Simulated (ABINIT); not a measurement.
System: SnO, space group P4/nmm, 4 atoms in the cell.

```
Sn O
1.0
     3.81370    0.00000    0.00000
     0.00000    3.81370    0.00000
     0.00000    0.00000    4.88691
Sn O
2 2
Direct
  0.50000 0.00000 0.76463
  0.00000 0.50000 0.23537
  0.00000 0.00000 0.00000
  0.50000 0.50000 0.00000
```

Computed with ABINIT 10.8.3 (patched build): r2SCAN, JTH PAW PBE v2.0, no spin polarisation, no spin-orbit coupling, 7×7×6 k mesh, 762 eV cutoff.

Predict the main features of the band structure. The path is Γ–X–M–Γ–Z–R–A–Z.

The material is gapped. The gap along this path is 0.29 eV and indirect, from the valence-band top at Γ to the conduction-band bottom at M; the smallest direct gap is 2.33 eV, between Γ and Z. The top valence level at Γ is a single band, not degenerate (spin aside). The top valence band spans 2.9 eV and the lowest conduction band 3.1 eV. The direct gaps are 4.46 eV at Z, 2.36 eV at Γ and 4.72 eV at R.

The PAW data sets were made with another functional. LDA, GGA and most meta-GGA functionals understate gaps. The usual form of SnO is litharge (tetragonal).

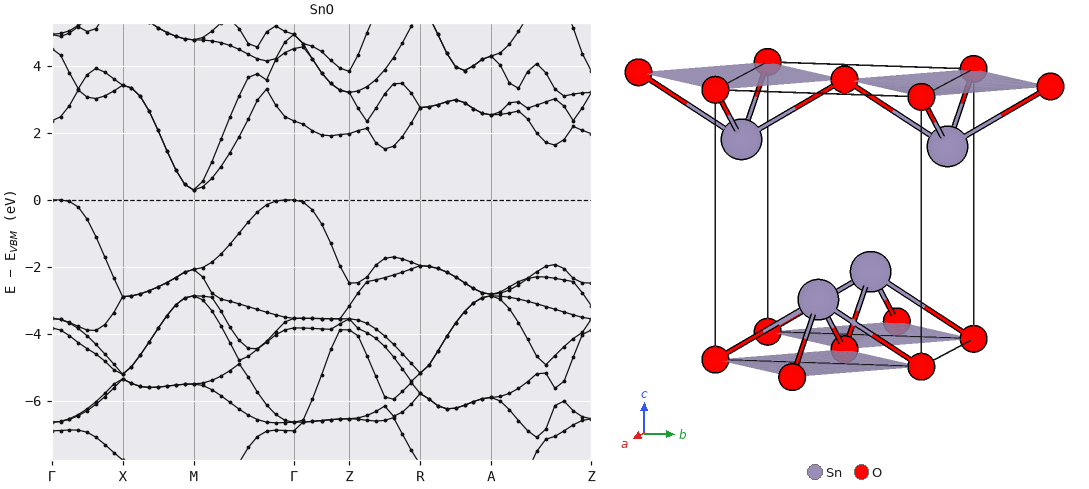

Band structure, beside the structure. Energies are counted from the top of the valence band. The path runs straight from each named point to the next.
